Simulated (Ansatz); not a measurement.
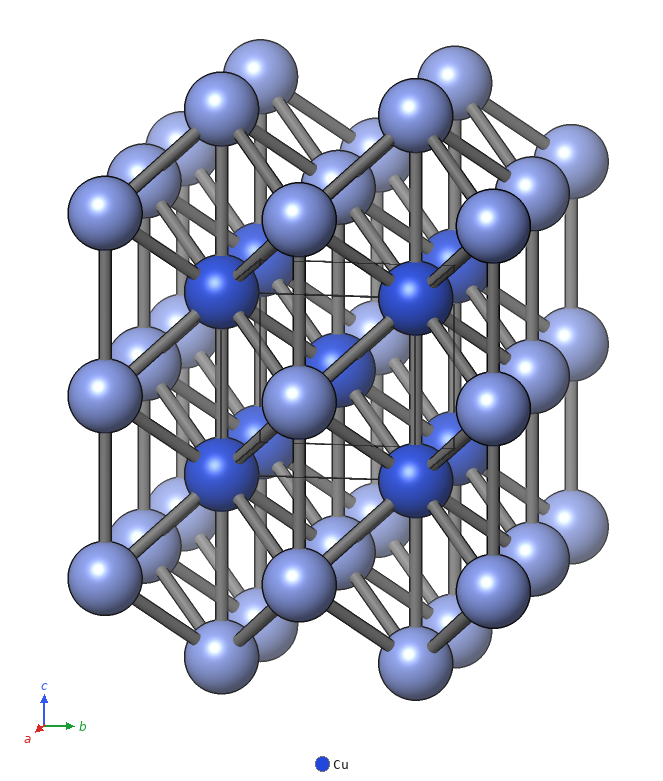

View slightly off an axis, drawn as a ball-and-stick model. The edges of the conventional unit cell are marked. Atoms of adjacent cells appear where they bond to atoms in the box, in fainter colours.

Cu, space group I4/mmm (No. 139), a = 2.951 Å, b = 2.951 Å, c = 2.759 Å, α = 90.00°, β = 90.00°, γ = 90.00°. Starting structure: a structure listed in the Materials Project. Earlier steps of the study may have refined or changed the cell and positions. Ansatz was used for an electronic-structure calculation on it.

This one geometry was computed with Ansatz (DFT, plane waves, PAW) at three levels of theory: PBE, PBEsol and r2SCAN.

Question: Which level gives the highest pressure at this volume, and what does that say about its equilibrium volume?

Answer: Highest: PBE (0.0 GPa), which points to the largest equilibrium volume. Lowest, with the smallest volume: PBEsol (-8.0 GPa). Levels within 0.5 GPa of each other can't be told apart.

Question: How does the band gap change with the level of theory?

Answer: All levels give a metal.

Question: Collect the results in a table.

Answer:
| level | cutoff (eV) | k-mesh of the run's cell | gap (eV) | pressure (GPa) |
| --- | --- | --- | --- | --- |
| PBE | 420 | 20×20×20 | metal | 0.0 |
| PBEsol | 420 | 20×20×20 | metal | -8.0 |
| r2SCAN | 500 | 20×20×20 | metal | -6.5 |

Gaps are taken on the k-mesh or band path of each run.
